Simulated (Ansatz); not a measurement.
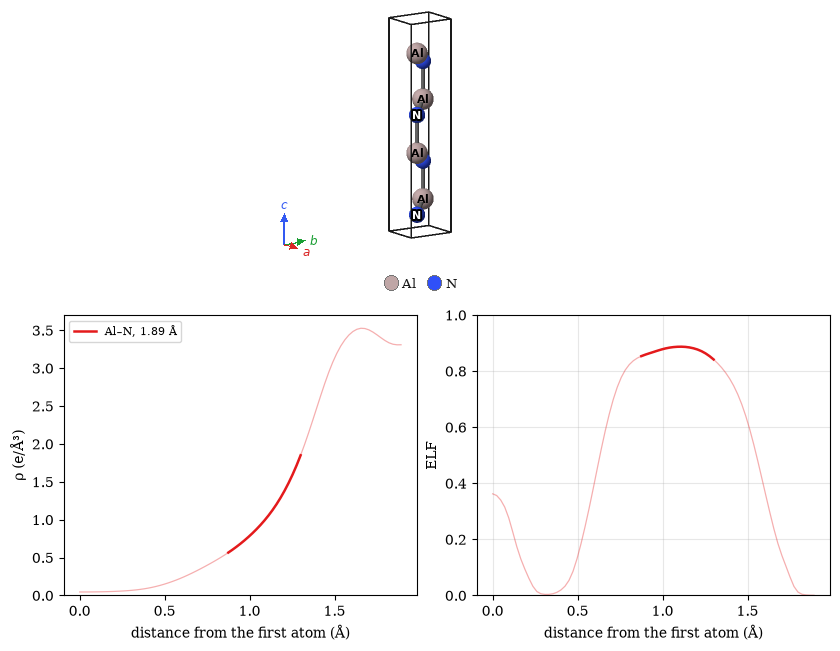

*AlN. Valence electron density and ELF along straight lines between neighbouring atoms. Thin, pale parts lie inside the atomic spheres. The structure is drawn too.*

Space group P3m1; a point of a scan over the structure, not its minimum; not relaxed (largest force 1.8 eV/Å); computed pressure about −5 GPa in this cell; PAW files of the earlier set (soft_1).

Method: Ansatz, DFT PBEsol, scalar-relativistic, plane waves, PAW.

In a PAW calculation such maps are meaningful between the atoms, not at the nuclei.

What can be read from the curves?

Answer. Al–N (1.89 Å): ρ is about 0.68 e/Å³ halfway; the ELF peaks at about 0.90 in the valence shell of N, 0.8 Å from its nucleus, and is about 0.85 at the midpoint.
